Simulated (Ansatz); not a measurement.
## Electronic structure of WC in real space

Input file:

```
crystal:
  lattice:
    - [1.64034611, -2.1180379, 0.0]
    - [1.64034611, 2.1180379, 0.0]
    - [0.0, 0.0, 4.3094211]
  atoms:
    - { symbol: W, position: [0.5, 0.5, 0.5] }
    - { symbol: C, position: [0.0, 0.0, 0.0] }
hamiltonian:
  xc: r2scan
  pseudopotentials: { kind: paw_fr }
magnetization:
  noncollinear: true
  spin_orbit: true
kpoints:
  mp_grid: { grid: [7, 7, 5] }
  band_path:
    path:
      - [[0.0, 0.0, 0.0], [0.3999489885, 0.3999489885, 0.0], [0.0, 0.5, 0.0], [0.0, 0.5, 0.5], [0.3999489885, 0.3999489885, 0.5], [0.0, 0.0, 0.5], [0.0, 0.0, 0.0], [-0.5, 0.5, 0.0], [-0.3999489885, 0.6000510115, 0.0], [-0.3999489885, 0.6000510115, 0.5], [-0.5, 0.5, 0.5], [-0.5, 0.5, 0.0]]
      - [[0.0, 0.0, 0.5], [-0.5, 0.5, 0.5]]
    npoints: 14
scf:
  occupations: { method: fermi_dirac, width: 0.05 }
  n_extra_bands: 6
output:
  forces: true
  stress: true
  eigenvalues: true
  fatbands: true
  write_density: true
  write_potential: true
  elf: true
  volumetric_format: npy
```

Command:

```sh
ansatz run input.yaml --threads 2 --pin off --max-ram 5632MiB --backend cpu --events-out ev --progress --plain --runs-dir out
```

Below, planes, directions and counts refer to the conventional cell (a = 3.28 Å, b = 4.24 Å, c = 4.31 Å, α = 90.00°, β = 90.00°, γ = 90.00°).

Space group Cmmm; a structure from a database of computed crystals, not necessarily the ambient phase; a generated structure, not necessarily the stable one; computed pressure about −34 GPa in this cell.

Method: Kohn-Sham DFT of a periodic cell, r2SCAN, spin-orbit coupling, Ansatz PAW in Ansatz 0.2.0.

The density is the valence pseudo-density of a PAW calculation; it isn't the true density close to the nuclei.

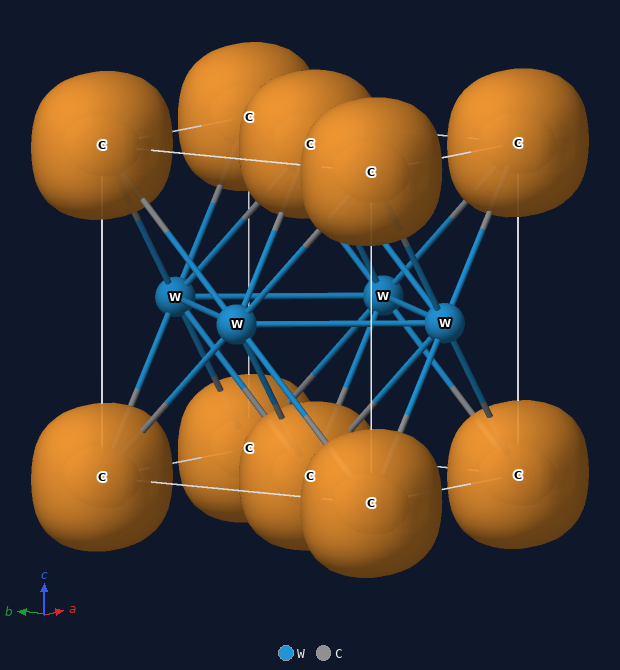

Figure 1. Isosurface of the ELF at 0.65 (orange), seen at an oblique angle. Core shells and regions of very low density are left out. Sticks mark near contacts.

What do the ELF domains correspond to?

Answer. The ELF exceeds this value in two regions wrapped around C (the valence shell of each), counted in one cell of 4 atoms. Any copies at cell faces, edges or corners count once. Profiles from the grid: W–W (2.68 Å): the ELF is about 0.45 at the midpoint. W–C (2.71 Å): the ELF is about 0.25 at the midpoint: no shared electron pair shows on this line.

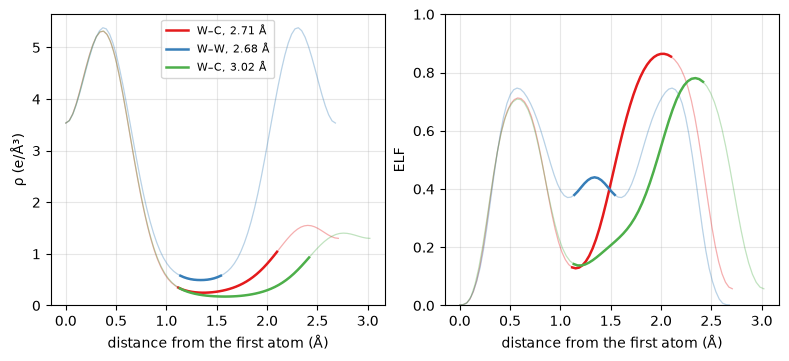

Figure 2. Valence charge density (pseudo) and ELF along straight lines between neighbouring atoms. Thin, pale parts lie inside the atomic spheres.

Compare the contacts.

Answer. W–C (2.71 Å): ρ at the midpoint is about 0.25 e/Å³; the ELF is about 0.25 at the midpoint (no localised pair shows between them).
W–W (2.68 Å): ρ is about 0.49 e/Å³ halfway; the ELF is about 0.45 at the midpoint.
W–C (3.02 Å): ρ is about 0.18 e/Å³ halfway; the ELF is about 0.20 at the midpoint (no shared electron pair shows on this line).

Does the calculation give a band gap?

Answer. It is metallic or semimetallic at this level of theory: no gap opens.
